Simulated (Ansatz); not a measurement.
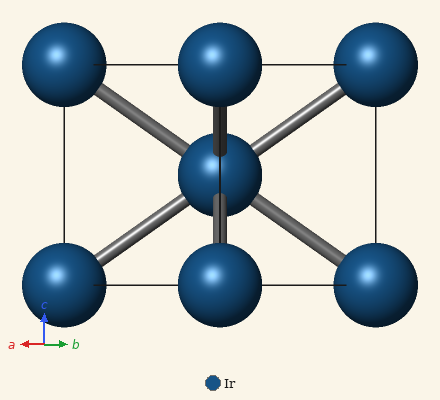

Ir (Im-3m, No. 229): the input geometry of an electronic-structure calculation (not necessarily at equilibrium); the starting structure was generated, so it need not be a known form of this composition.

```
Ir
1.0
     3.06075    0.00000    0.00000
     0.00000    3.06075    0.00000
     0.00000    0.00000    3.06075
Ir
2
Direct
  0.00000 0.00000 0.00000
  0.50000 0.50000 0.50000
```

What will an integrated-DPC-like image along [110] show? Simulated as the projected potential of neutral atoms (B = 0.5 Å²) blurred by a 0.56 Å probe, the thin-sample limit of integrated differential phase contrast. The speckle of an amorphous layer was added.

The columns repeat on a rectangular net of 1.53 × 2.16 Å (plane group p2mm). All columns are alike (Ir). The shortest distance between visible columns is 1.53 Å in projection. Along the beam the structure repeats every 4.33 Å.

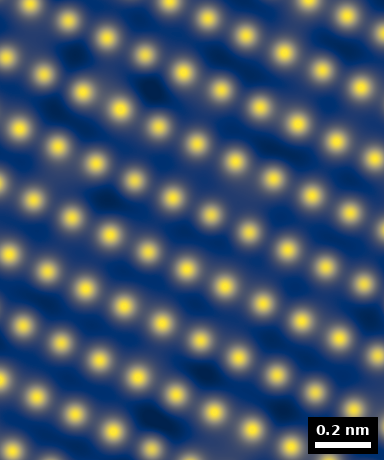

The simulated image.
